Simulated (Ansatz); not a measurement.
## Electronic structure of Al2Cu in real space

```
CELL_PARAMETERS angstrom
0.00000 5.81028 0.00000
6.05238 0.00000 0.00000
0.00000 0.00000 -4.88323
ATOMIC_POSITIONS crystal
Al 0.65872 0.15872 0.50000
Al 0.15872 0.65872 0.00000
Al 0.15872 0.34128 0.50000
Al 0.65872 0.84128 0.00000
Al 0.34128 0.84128 0.50000
Al 0.84128 0.34128 0.00000
Al 0.34128 0.15872 0.00000
Al 0.84128 0.65872 0.50000
Cu 0.00000 0.00000 0.25000
Cu 0.50000 0.50000 0.75000
Cu 0.00000 0.00000 0.75000
Cu 0.50000 0.50000 0.25000
```

Space group Ibam; changed on purpose from its base cell (strain -0.0400 x Voigt [0, 1, 0, 0, 0, 0], atoms carried along); computed pressure about 5 GPa in this cell; computed without spin polarisation.

Level of theory: DFT PBE, scalar-relativistic, plane waves, PAW (Ansatz).

In a PAW calculation such maps are meaningful between the atoms, not at the nuclei.

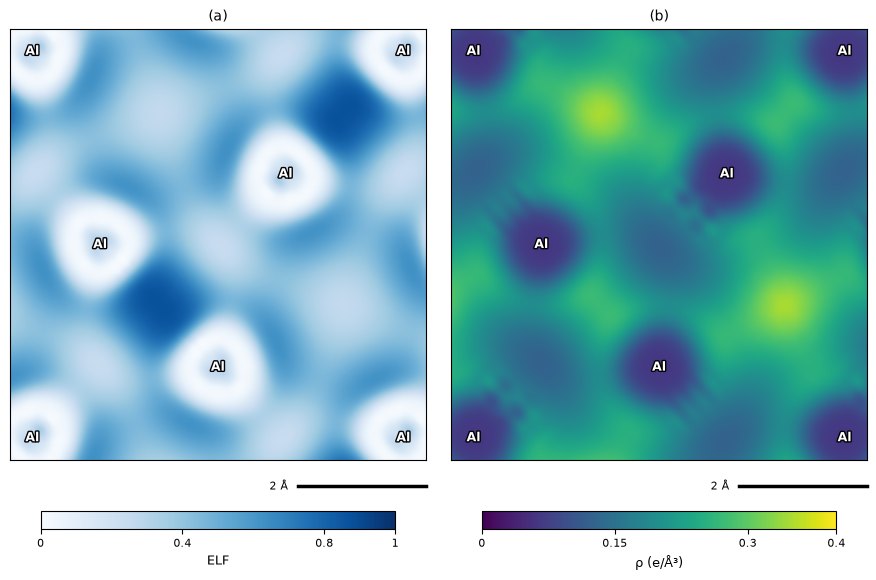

Figure 1. (a) ELF; (b) valence charge density (pseudo) on the (001) plane of the conventional cell.

Q: Describe what can be read from this map.

A: The section cuts through Al sites.
Al–Al (2.66 Å): the density is about 0.27 e/Å³ at the midpoint; the ELF peaks at about 0.85 between the atoms.
Between the atoms the lowest density in this plane is 0.12 e/Å³.

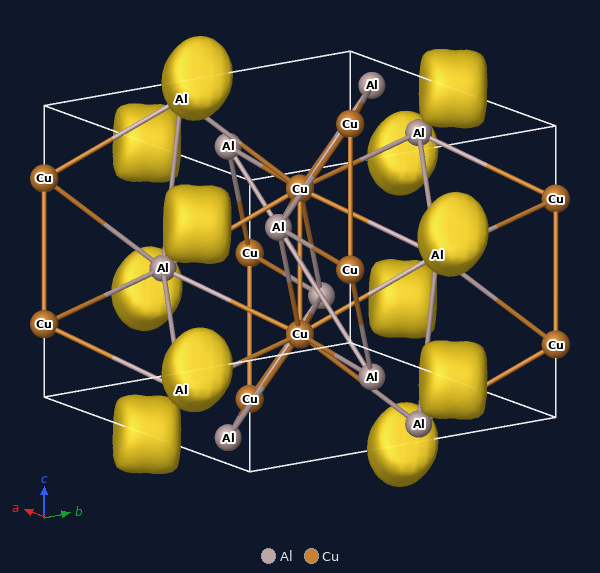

Figure 2. Isosurface of the ELF at 0.7 (yellow), seen at an oblique angle. Core shells and regions of very low density are left out. Sticks mark near contacts.

Q: Describe the localisation domains.

A: The surface consists of four regions between bonded Al–Al atoms, counted in one cell of 12 atoms. Regions shared between cells count once. Along the contacts the grid gives the following. Cu–Cu (2.44 Å): the ELF is about 0.25 at the midpoint: no shared electron pair shows on this line. Al–Cu (2.52 Å): the ELF peaks at about 0.65 between the atoms.

Q: Does the calculation give a band gap?

A: It is gapless in this calculation (a metal or semimetal).
